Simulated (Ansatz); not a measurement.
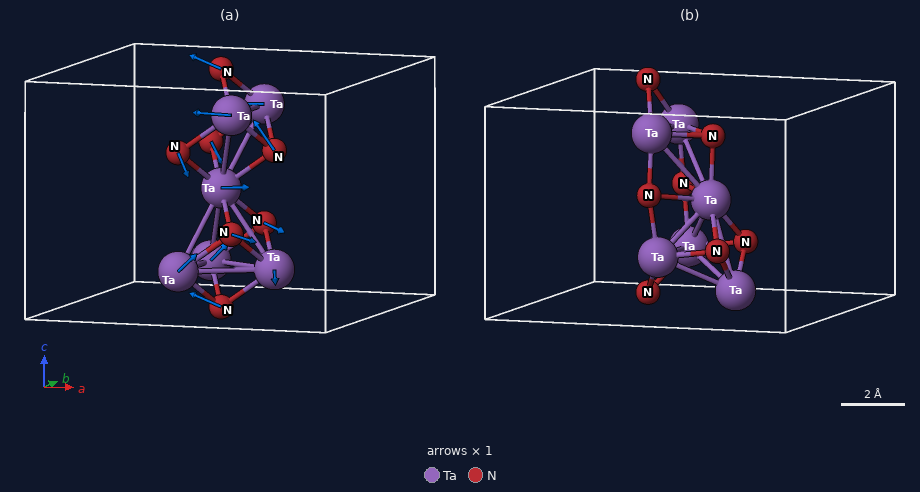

The structure of a wire of composition TaN before (left) and after (right) a relaxation, at one scale. The blue arrows give the displacements (the part carried along by the change of the cell is left out), at their true length.

Style: ball-and-stick. Shown: the cell of the calculation, with the vacuum cut short, slightly off an axis.

Case: wire along [1 1 1], 12 atoms a period.

Computed with DFT PBE, scalar-relativistic, plane waves, PAW (Ansatz). Set-up: plane-wave cutoff 420 eV; k-point mesh 1 × 1 × 7; occupations gaussian; smearing width 0.05 eV; no spin polarisation; cell relaxed at fixed a, b, alpha, beta, gamma; force threshold 0.02 eV/Å; at most 45 steps.

Question: Summarise the run.

Answer: Over 26 accepted moves (32 points after the start) the energy falls by 12.748 eV per cell of the calculation. The largest force component goes from 5.4 to 0.0086 eV/Å. The line search rejected the trial steps at points 9, 11, 24, 26 of the run. The SCF was repeated twice at an unchanged geometry on a basis and grid sized afresh for the cell, which shifted the energy by 17.6 meV per cell of the calculation at most. The largest moves relative to the centre of the atoms, 1.47 Å, are those of Ta atoms. Largest moves by element: Ta 1.47 Å, N 1.22 Å. Along the periodic axis the drawn cell goes c 7.651 → 6.843 Å (−10.6 %). Some distances before and after: N–Ta 3.825 → 2.020 Å, N–Ta 3.825 → 2.053 Å, N–Ta 2.209 → 2.970 Å, Ta–Ta 3.123 → 2.573 Å. New bonds form, among them: N–Ta (3.83 → 2.02 Å), N–Ta (3.83 → 2.05 Å). Bonds break, among them: N–Ta (2.21 → 2.97 Å). Bond angles that change, for instance: Ta–N–Ta 180.0° → 139.9°, N–Ta–N 90.0° → 115.5°, Ta–N–Ta 90.0° → 75.4°. The run took 4 min on 4 threads of Intel(R) Xeon(R) 6975P-C (Granite Rapids) (shared host), peak memory 1.8 GiB.
